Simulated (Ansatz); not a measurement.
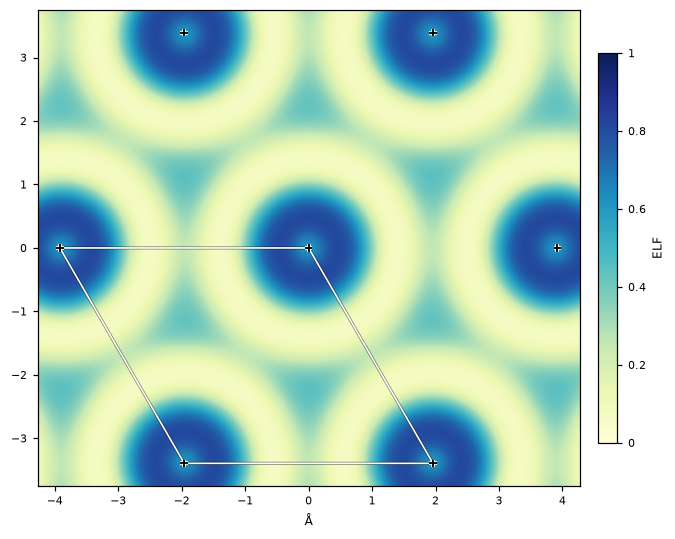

The ELF on a plane through atoms (crosses mark nuclei in the plane).

Method: Ansatz, DFT, revPBE, plane waves (420 eV) with PAW, scalar-relativistic.

Candidates:
A. Yb, a = 3.92 Å, b = 3.92 Å, c = 12.83 Å, α = 90.00°, β = 90.00°, γ = 120.00°. Space group P6₃/mmc; set up as Yb, dhcp; a generated structure, not necessarily the stable one; changed on purpose from its base cell (volume × 1.12); computed without spin polarisation; no Hubbard U on the f states and no spin–orbit coupling.
B. F, a = 6.64 Å, b = 3.91 Å, c = 8.90 Å, α = 90.00°, β = 101.75°, γ = 90.00°. Space group C2/c; set up as F, solid alpha-F2.
C. C, a = 3.58 Å, b = 3.58 Å, c = 3.58 Å, α = 90.00°, β = 90.00°, γ = 90.00°. Space group Fd-3m; set up as C, beta-Sn type; a generated structure, not necessarily the stable one.

Which candidate gave the map?

Candidate A: Yb on the (001) plane of the conventional cell, which holds Yb. Yb–Yb (3.92 Å): the ELF is about 0.25 at the midpoint: no shared electron pair shows on this line.
